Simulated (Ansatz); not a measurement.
```
Ba Ti O
1.0
     3.97237    0.00000    0.00000
     0.00000    3.97237    0.00000
     0.00000    0.00000    4.11223
Ba Ti O
1 1 3
Cartesian
  0.0000 0.0000 4.0943
  1.9862 1.9862 1.9637
  1.9862 1.9862 0.1421
  1.9862 0.0000 2.1287
  0.0000 1.9862 2.1287
```

Space group P4mm; started from the measured structure prototype, which need not be the ambient phase; computed without spin polarisation.

All numbers below come from DFT, r2SCAN, plane waves, PAW (Ansatz 0.2.0).

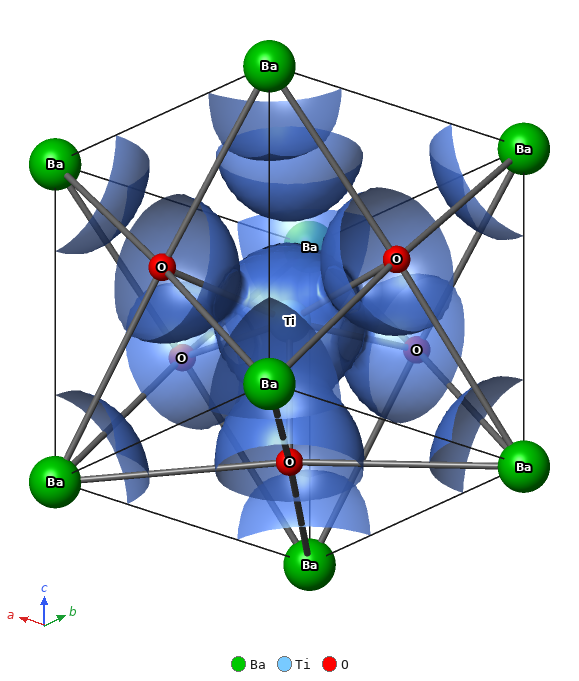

BaTiO₃. Isosurface of the valence charge density (pseudo) at 0.5 e/Å³ (blue), seen at an oblique angle. Sticks mark near contacts.

In a PAW calculation such maps are meaningful between the atoms, not at the nuclei.

Which contacts does the surface bridge?

At this value the density is joined into sheets; it holds about 80 % of the electrons treated as valence (semicore included). It bridges the shortest Ti–O (1.82 Å) and Ti–O (1.99 Å) contacts, where the density stays above the isovalue. It is pinched off along the shortest Ba–O (2.79 Å) and Ba–O (2.92 Å) contacts. On the grid the lowest density along these lines, outside the cores, is 1 e/Å³ (Ti–O, 1.82 Å), 0.18 e/Å³ (Ba–O, 2.79 Å), 0.64 e/Å³ (Ti–O, 1.99 Å) and 0.14 e/Å³ (Ba–O, 2.92 Å).
